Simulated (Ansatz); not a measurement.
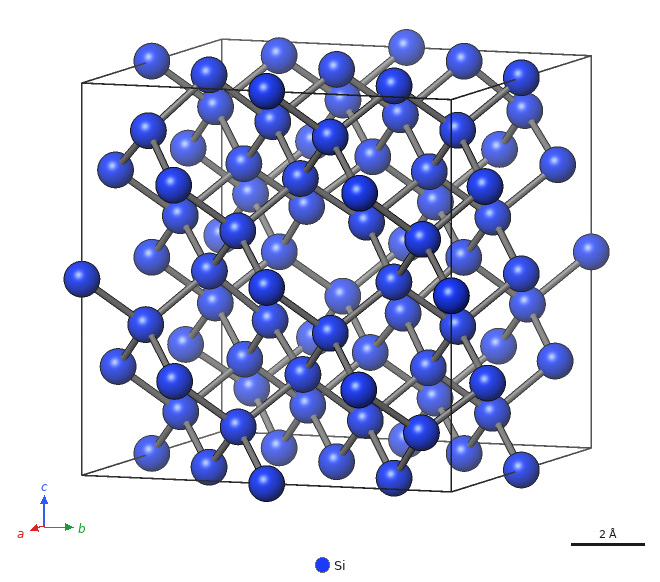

Shown here is a ball-and-stick view of the crystal, taken slightly off an axis. The lines enclose the conventional unit cell; boundary atoms appear with their images.

The element is silicon. Space group I-43m (No. 217), lattice body-centred cubic. The cell holds 62 atoms. Counting contacts within bonding distance, the coordination numbers are Si 3 to 4 (mean 3.9). The bonds build a three-dimensional framework.

The initial geometry was a structure listed in the Materials Project, repeated into a supercell with a point defect put in. The atoms were relaxed in a fixed cell with DFT PBE, scalar-relativistic, plane waves, PAW in Ansatz.
